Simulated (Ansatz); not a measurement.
**Si: nudged elastic band (part 1 of 3)**

System: Si (defect cell, 17 atoms in the cell).
Method: DFT PBEsol, scalar-relativistic, plane waves, PAW, no spin polarisation (Ansatz 0.2.0).

It belongs to a series of runs on one base structure; here: band between the two ends.

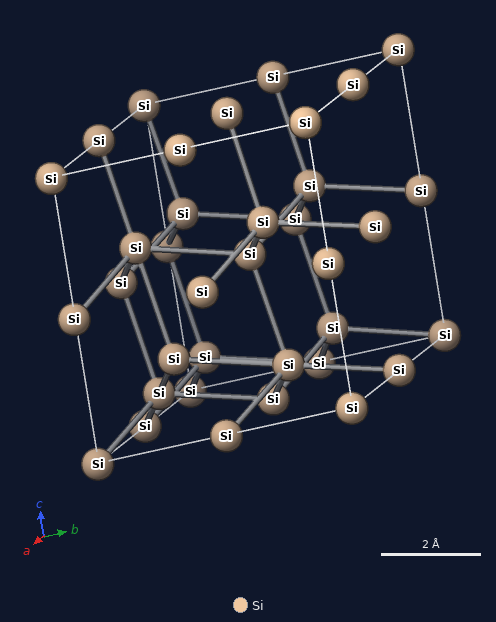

Fig. 1: The structure as given in the input (ball-and-stick view of the cell of the calculation, seen slightly off an axis).

### The input
```yaml
crystal:
  lattice:
    - [0.0, 5.43, 5.43]
    - [5.43, 0.0, 5.43]
    - [5.43, 5.43, 0.0]
  atoms:
    - { symbol: Si, position: [0.00264808, -0.00297725, -0.00301951] }
    - { symbol: Si, position: [0.13000991, 0.12339776, 0.12334164] }
    - { symbol: Si, position: [0.00249031, -0.00292881, 0.50348876] }
    - { symbol: Si, position: [0.12444697, 0.12616365, 0.62473385] }
    - { symbol: Si, position: [0.00243773, 0.50356782, -0.00296329] }
    - { symbol: Si, position: [0.12441282, 0.62478068, 0.12615475] }
    - { symbol: Si, position: [7.903e-05, 0.49998259, 0.49997161] }
    - { symbol: Si, position: [0.12431219, 0.62479242, 0.62474159] }
    - { symbol: Si, position: [0.49873405, 0.00067368, 0.00050879] }
    - { symbol: Si, position: [0.62253615, 0.12307494, 0.12297474] }
    - { symbol: Si, position: [0.49679977, -0.00300091, 0.50324894] }
    - { symbol: Si, position: [0.62235895, 0.12306952, 0.63185845] }
    - { symbol: Si, position: [0.49676111, 0.50337496, -0.00308354] }
    - { symbol: Si, position: [0.62230212, 0.63203209, 0.12296127] }
    - { symbol: Si, position: [0.4966377, 0.50339069, 0.50325994] }
    - { symbol: Si, position: [0.62628258, 0.62469209, 0.62460924] }
    - { symbol: Si, position: [0.74876073, 0.25066378, 0.25049697] }
basis:
  ecutwfc: 420.0
kpoints:
  mp_grid: { grid: [2, 2, 2] }
hamiltonian:
  xc: pbesol
scf:
  occupations: { method: gaussian, width: 0.05 }
  lower_state_search: "off"
neb:
  images: 5
  f_tol: 0.03
  initial_path: linear
  max_iterations: 80
  final_atoms:
    - { symbol: Si, position: [0.00093828, 0.00030202, -0.000139] }
    - { symbol: Si, position: [0.12499812, 0.12504792, 0.12487295] }
    - { symbol: Si, position: [0.00063541, 0.00023048, 0.49871987] }
    - { symbol: Si, position: [0.12265688, 0.12160007, 0.62763247] }
    - { symbol: Si, position: [0.00077662, 0.49887794, -0.00013631] }
    - { symbol: Si, position: [0.12279568, 0.62798445, 0.12108966] }
    - { symbol: Si, position: [-0.00469171, 0.50164495, 0.50122638] }
    - { symbol: Si, position: [0.12244196, 0.62802411, 0.62769826] }
    - { symbol: Si, position: [0.49878896, 0.00046572, -6.842e-05] }
    - { symbol: Si, position: [0.62861485, 0.12174279, 0.12110344] }
    - { symbol: Si, position: [0.50279323, -0.00684925, 0.50155246] }
    - { symbol: Si, position: [0.62824233, 0.12182182, 0.62766429] }
    - { symbol: Si, position: [0.50296112, 0.50209745, -0.00758536] }
    - { symbol: Si, position: [0.62839769, 0.62816995, 0.12117002] }
    - { symbol: Si, position: [0.50251715, 0.50206149, 0.50152837] }
    - { symbol: Si, position: [0.62657584, 0.62446876, 0.62375976] }
    - { symbol: Si, position: [0.3766611, 0.37446289, 0.37366228] }
  order_check: true
```

Machine: 1 thread of AMD EPYC (Zen 5), 64 GiB of memory available, shared host.

Run as:
```bash
ansatz run input.yaml --threads 1 --pin off --max-ram 3072MiB --backend cpu --events-out ev --progress --plain --runs-dir out
```

### Log
```
Warning: neb: disabling space-group detection — the band's intermediate images generally break the endpoint symmetry, so no spatial operation reduces the k-mesh or symmetrises the density, except that a semilocal band can use its path's symmetry ahead of convergence; time reversal is kept, so that k and −k are solved as one point where they differ and the mesh holds both, and exact exchange and, on two spinor components, a DFT+U term hold to it where the run has them: on two components no moment then forms, and a state that bears one, which a typed moment (crystal.atoms[].spin; refused beside efield: under a hybrid functional) reaches, can lie lower, under hf by electronvolts; crystal.symmetry.detect: false (a key that needs symmetry detection or time reversal refuses this as the deck is read) with time_reversal: false beside it drops time reversal too
Engine: ansatz 0.2.0, x86_64-unknown-linux-gnu
Pseudopotentials: kind: paw
Pseudopotential: Si, paw, valence charge 4, recommended cutoff 420 eV (normal), Si.paw.azcp
Functional definition: PBEsol
  exchange = pbesol_x
  correlation = pbesol_c
NEB image 0
Crystal: 17 atoms, lattice volume = 320.206 Å³
Basis set: ecut = 420 eV, 6231 PW (Γ), exchange–correlation on 108×108×108 points (8 copies of the dense FFT grid, shifted against one another)
Bands: 51, of which v1, the nominal top of the filled ones, is band 34 counted from 1 (33 counted from 0)
Symmetry: 1 space group operations
k-points: 8
Non-local potential: Si, projectors of the file, l = 0: 2, l = 1: 2, l = 2: 2
PAW form: soft (Blöchl's): semilocal exchange-correlation on the pseudo side does not see the compensation charge
PAW frozen core: Si, regenerated for the run's functional, and the local potential with it (the file was generated under x = pbe(κ = 0.804, μ = 0.2195149727645171), c = pbe(β = 0.06672455060314922))
PAW one-centre angular grid: Si, 110 points (default); XC on 64 Gauss nodes
Initial density: superposition of atomic densities (neutral atoms: chi_scale 0, normalization atom), corrected by the library's trained network
Initial wavefunctions: pseudopotential atomic-orbital guess
Functional: x = pbesol(κ = 0.804, μ = 0.12345679012345678), c = pbesol(β = 0.046)
SCF iter   1: F=—  HF=-10561.611893 eV  |F-HF|=—  |Δ(HF+E_count)|=         —  Δρ=2.81e-3  dr2=3.53e-2  ethr=1.77e-3  ⟨swp⟩=9.6  Hψ=2413  notcnv=0  defer=6
preconditioner: auto → Resta (q_TF=auto, 2.107 Å⁻¹)  ε∞=5.7  [insulator: Δε(μ)=0.237 eV  Ē_g=7.928 eV  σ=0.050 eV  W_gap=0.70  n_scr=58 (ndim 8)  ℏωp=17.1 eV  f_vac=0.000  D(μ)=8.82/eV (n_scr^D=58)  ε∞_Penn≈5.7]
SCF iter   2: F=—  HF=-10561.608026 eV  |F-HF|=—  |Δ(HF+E_count)|=   3.87e-3  Δρ=1.60e-3  dr2=1.07e-2  ethr=5.19e-5  ⟨swp⟩=1.1  Hψ=473  notcnv=0  defer=23
SCF iter   3: F=—  HF=-10561.607010 eV  |F-HF|=—  |Δ(HF+E_count)|=   1.02e-3  Δρ=3.60e-4  dr2=1.78e-3  ethr=1.58e-5  ⟨swp⟩=2.9  Hψ=662  notcnv=0  defer=23
SCF iter   4: F=—  HF=-10561.606798 eV  |F-HF|=—  |Δ(HF+E_count)|=   2.12e-4  Δρ=1.43e-4  dr2=1.37e-4  ethr=2.62e-6  ⟨swp⟩=2.0  Hψ=458  notcnv=0  defer=23
SCF iter   5: F=—  HF=-10561.606828 eV  |F-HF|=—  |Δ(HF+E_count)|=   3.04e-5  Δρ=3.44e-5  dr2=6.58e-6  ethr=2.01e-7  ⟨swp⟩=2.0  Hψ=479  notcnv=0  defer=23
SCF iter   6: F=—  HF=-10561.606830 eV  |F-HF|=—  |Δ(HF+E_count)|=   2.33e-6  Δρ=7.35e-6  dr2=4.81e-7  ethr=9.67e-9  ⟨swp⟩=2.9  Hψ=557  notcnv=0  defer=23
SCF iter   7: F=-10561.606830 eV  HF=-10561.606830 eV  |F-HF|=2.88e-9  |Δ(HF+E_count)|=  7.11e-10  Δρ=1.22e-6  dr2=1.07e-8  ethr=1.47e-10  ⟨swp⟩=4.9  Hψ=1264  notcnv=0
SCF 1 converged in 7 iterations: F = -10561.606830 eV  dr2 = 1.07e-8
  greatest PAW one-centre occupation: 0.720 electrons in one spin orbital (limit 2), on the Si atom at site 16 (counted from 0), in its partial waves of l = 0
NSCF: frozen V_eff on 8 k-points
NEB image 6
SCF iter   1: F=—  HF=-10561.611792 eV  |F-HF|=—  |Δ(HF+E_count)|=         —  Δρ=2.81e-3  dr2=3.53e-2  ethr=1.77e-3  ⟨swp⟩=9.8  Hψ=2414  notcnv=0  defer=10
preconditioner: auto → Resta (q_TF=auto, 2.107 Å⁻¹)  ε∞=5.7  [insulator: Δε(μ)=0.236 eV  Ē_g=7.926 eV  σ=0.050 eV  W_gap=0.70  n_scr=58 (ndim 8)  ℏωp=17.1 eV  f_vac=0.000  D(μ)=8.81/eV (n_scr^D=58)  ε∞_Penn≈5.7]
SCF iter   2: F=—  HF=-10561.607960 eV  |F-HF|=—  |Δ(HF+E_count)|=   3.83e-3  Δρ=1.60e-3  dr2=1.07e-2  ethr=5.19e-5  ⟨swp⟩=1.2  Hψ=474  notcnv=0  defer=22
SCF iter   3: F=—  HF=-10561.606947 eV  |F-HF|=—  |Δ(HF+E_count)|=   1.01e-3  Δρ=3.60e-4  dr2=1.78e-3  ethr=1.58e-5  ⟨swp⟩=2.8  Hψ=633  notcnv=0  defer=22
SCF iter   4: F=—  HF=-10561.606741 eV  |F-HF|=—  |Δ(HF+E_count)|=   2.06e-4  Δρ=1.44e-4  dr2=1.36e-4  ethr=2.61e-6  ⟨swp⟩=2.0  Hψ=458  notcnv=0  defer=22
SCF iter   5: F=—  HF=-10561.606765 eV  |F-HF|=—  |Δ(HF+E_count)|=   2.40e-5  Δρ=3.44e-5  dr2=6.41e-6  ethr=2.01e-7  ⟨swp⟩=2.0  Hψ=478  notcnv=0  defer=22
SCF iter   6: F=—  HF=-10561.606774 eV  |F-HF|=—  |Δ(HF+E_count)|=   9.02e-6  Δρ=7.36e-6  dr2=4.95e-7  ethr=9.42e-9  ⟨swp⟩=2.8  Hψ=546  notcnv=0  defer=22
SCF iter   7: F=-10561.606774 eV  HF=-10561.606774 eV  |F-HF|=3.49e-9  |Δ(HF+E_count)|=   1.97e-9  Δρ=1.23e-6  dr2=1.14e-8  ethr=1.47e-10  ⟨swp⟩=4.9  Hψ=1270  notcnv=0
SCF 2 converged in 7 iterations: F = -10561.606774 eV  dr2 = 1.14e-8
NSCF: frozen V_eff on 8 k-points
NEB end point (image 0): max|allowed force component| = 2.399e-2 eV/Å (the criterion of neb.relax_end_points is 1.000e-2)
NEB end point (image 6): max|allowed force component| = 2.799e-2 eV/Å (the criterion of neb.relax_end_points is 1.000e-2)
NEB image 1
SCF iter   1: F=—  HF=-10561.230837 eV  |F-HF|=—  |Δ(HF+E_count)|=         —  Δρ=3.54e-3  dr2=7.66e-2  ethr=1.77e-3  ⟨swp⟩=9.8  Hψ=2405  notcnv=0  defer=9
preconditioner: auto → Kerker (q_TF=auto, 2.107 Å⁻¹)  [metal: Δε(μ)=0.032 eV  Ē_g=7.925 eV  σ=0.050 eV  W_gap=0.34  n_scr=58 (ndim 8)  ℏωp=17.1 eV  f_vac=0.000  D(μ)=11.63/eV (n_scr^D=88)]
SCF iter   2: F=—  HF=-10561.221081 eV  |F-HF|=—  |Δ(HF+E_count)|=   9.76e-3  Δρ=1.97e-3  dr2=2.30e-2  ethr=1.13e-4  ⟨swp⟩=1.0  Hψ=472  notcnv=0  defer=33
SCF iter   3: F=—  HF=-10561.216975 eV  |F-HF|=—  |Δ(HF+E_count)|=   4.11e-3  Δρ=4.81e-4  dr2=2.14e-3  ethr=3.38e-5  ⟨swp⟩=2.9  Hψ=595  notcnv=0  defer=33
SCF iter   4: F=—  HF=-10561.216840 eV  |F-HF|=—  |Δ(HF+E_count)|=   1.35e-4  Δρ=1.68e-4  dr2=2.39e-4  ethr=3.15e-6  ⟨swp⟩=3.0  Hψ=539  notcnv=0  defer=33
SCF iter   5: F=—  HF=-10561.216856 eV  |F-HF|=—  |Δ(HF+E_count)|=   1.60e-5  Δρ=3.76e-5  dr2=7.44e-6  ethr=3.51e-7  ⟨swp⟩=2.2  Hψ=503  notcnv=0  defer=33
SCF iter   6: F=—  HF=-10561.216871 eV  |F-HF|=—  |Δ(HF+E_count)|=   1.53e-5  Δρ=7.79e-6  dr2=3.75e-7  ethr=1.09e-8  ⟨swp⟩=2.2  Hψ=579  notcnv=0  defer=33
SCF iter   7: F=-10561.216872 eV  HF=-10561.216872 eV  |F-HF|=1.54e-9  |Δ(HF+E_count)|=   5.48e-8  Δρ=1.88e-6  dr2=2.07e-8  ethr=1.47e-10  ⟨swp⟩=4.0  Hψ=1261  notcnv=0
SCF 3 converged in 7 iterations: F = -10561.216872 eV  dr2 = 2.07e-8
  greatest PAW one-centre occupation: 0.716 electrons in one spin orbital (limit 2), on the Si atom at site 16 (counted from 0), in its partial waves of l = 0
NEB image 2
SCF iter   1: F=—  HF=-10560.759840 eV  |F-HF|=—  |Δ(HF+E_count)|=         —  Δρ=3.50e-3  dr2=1.07e-1  ethr=1.77e-3  ⟨swp⟩=8.9  Hψ=2307  notcnv=0  defer=16
preconditioner: auto → Resta (q_TF=auto, 2.107 Å⁻¹)  ε∞=5.6  [insulator: Δε(μ)=0.120 eV  Ē_g=7.941 eV  σ=0.050 eV  W_gap=0.67  n_scr=58 (ndim 8)  ℏωp=17.1 eV  f_vac=0.000  D(μ)=8.32/eV (n_scr^D=58)  ε∞_Penn≈5.6]
SCF iter   2: F=—  HF=-10560.738480 eV  |F-HF|=—  |Δ(HF+E_count)|=   2.14e-2  Δρ=1.76e-3  dr2=2.18e-2  ethr=1.57e-4  ⟨swp⟩=1.1  Hψ=474  notcnv=0  defer=49
[...]
  greatest PAW one-centre occupation: 0.709 electrons in one spin orbital (limit 2), on the Si atom at site 16 (counted from 0), in its partial waves of l = 0
NEB image 3
preconditioner: auto → Resta (q_TF=auto, 2.107 Å⁻¹)  ε∞=5.6  [insulator: Δε(μ)=0.396 eV  Ē_g=7.950 eV  σ=0.050 eV  W_gap=0.59  n_scr=58 (ndim 8)  ℏωp=17.1 eV  f_vac=0.000  D(μ)=8.07/eV (n_scr^D=58)  ε∞_Penn≈5.6]
NEB image 4
preconditioner: auto → Resta (q_TF=auto, 2.107 Å⁻¹)  ε∞=5.6  [insulator: Δε(μ)=0.122 eV  Ē_g=7.941 eV  σ=0.050 eV  W_gap=0.67  n_scr=58 (ndim 8)  ℏωp=17.1 eV  f_vac=0.000  D(μ)=8.32/eV (n_scr^D=58)  ε∞_Penn≈5.6]
NEB image 5
preconditioner: auto → Kerker (q_TF=auto, 2.107 Å⁻¹)  [metal: Δε(μ)=0.033 eV  Ē_g=7.925 eV  σ=0.050 eV  W_gap=0.35  n_scr=58 (ndim 8)  ℏωp=17.1 eV  f_vac=0.000  D(μ)=11.61/eV (n_scr^D=88)]
NEB iter   1: max|band force component| = 1.469e0 eV/Å  barrier→ = 0.9509 eV  barrier← = 0.9509 eV  Δτ_max = 0.1332 Å  (49 SCF iters)
NEB image 1
Initial density: handed on by an earlier stage of this run
Initial wavefunctions: those handed on with the density
preconditioner: auto → Resta (q_TF=auto, 2.107 Å⁻¹)  ε∞=5.7  [insulator: Δε(μ)=0.126 eV  Ē_g=7.932 eV  σ=0.050 eV  W_gap=0.67  n_scr=58 (ndim 8)  ℏωp=17.1 eV  f_vac=0.000  D(μ)=8.04/eV (n_scr^D=58)  ε∞_Penn≈5.7]
  greatest PAW one-centre occupation: 0.714 electrons in one spin orbital (limit 2), on the Si atom at site 16 (counted from 0), in its partial waves of l = 0
NEB image 2
preconditioner: auto → Kerker (q_TF=auto, 2.107 Å⁻¹)  [metal: Δε(μ)=0.064 eV  Ē_g=7.935 eV  σ=0.050 eV  W_gap=0.48  n_scr=58 (ndim 8)  ℏωp=17.1 eV  f_vac=0.000  D(μ)=10.32/eV (n_scr^D=64)]
preconditioner: auto → Resta (q_TF=auto, 2.107 Å⁻¹)  ε∞=5.6  [insulator: Δε(μ)=0.075 eV  Ē_g=7.940 eV  σ=0.050 eV  W_gap=0.54  n_scr=58 (ndim 8)  ℏωp=17.1 eV  f_vac=0.000  D(μ)=10.11/eV (n_scr^D=64)  ε∞_Penn≈5.6]
  greatest PAW one-centre occupation: 0.705 electrons in one spin orbital (limit 2), on the Si atom at site 16 (counted from 0), in its partial waves of l = 0
NEB image 3
preconditioner: auto → Kerker (q_TF=auto, 2.107 Å⁻¹)  [metal: Δε(μ)=0.001 eV  Ē_g=7.948 eV  σ=0.050 eV  W_gap=0.01  n_scr=58 (ndim 8)  ℏωp=17.1 eV  f_vac=0.000  D(μ)=5.64/eV (n_scr^D=26)]
  greatest PAW one-centre occupation: 0.702 electrons in one spin orbital (limit 2), on the Si atom at site 16 (counted from 0), in its partial waves of l = 0
NEB image 4
preconditioner: auto → Kerker (q_TF=auto, 2.107 Å⁻¹)  [metal: Δε(μ)=0.064 eV  Ē_g=7.935 eV  σ=0.050 eV  W_gap=0.48  n_scr=58 (ndim 8)  ℏωp=17.1 eV  f_vac=0.000  D(μ)=10.09/eV (n_scr^D=64)]
preconditioner: auto → Resta (q_TF=auto, 2.107 Å⁻¹)  ε∞=5.6  [insulator: Δε(μ)=0.076 eV  Ē_g=7.941 eV  σ=0.050 eV  W_gap=0.54  n_scr=58 (ndim 8)  ℏωp=17.1 eV  f_vac=0.000  D(μ)=9.92/eV (n_scr^D=64)  ε∞_Penn≈5.6]
NEB image 5
preconditioner: auto → Resta (q_TF=auto, 2.107 Å⁻¹)  ε∞=5.7  [insulator: Δε(μ)=0.125 eV  Ē_g=7.932 eV  σ=0.050 eV  W_gap=0.67  n_scr=58 (ndim 8)  ℏωp=17.1 eV  f_vac=0.000  D(μ)=8.03/eV (n_scr^D=58)  ε∞_Penn≈5.7]
NEB iter   2: max|band force component| = 6.879e-1 eV/Å  barrier→ = 0.5189 eV  barrier← = 0.5188 eV  Δτ_max = 0.1921 Å  (34 SCF iters)
[... from here on the SCF iterations and repeated set-up lines of each step are left out, up to the last step ...]
NEB image 1
NEB image 2
NEB image 3
NEB image 4
NEB image 5
NEB iter   3: max|band force component| = 4.410e-1 eV/Å  barrier→ = 0.3445 eV  barrier← = 0.3445 eV  CI = image 2  Δτ_max = 0.1739 Å  (35 SCF iters)
NEB image 1
```
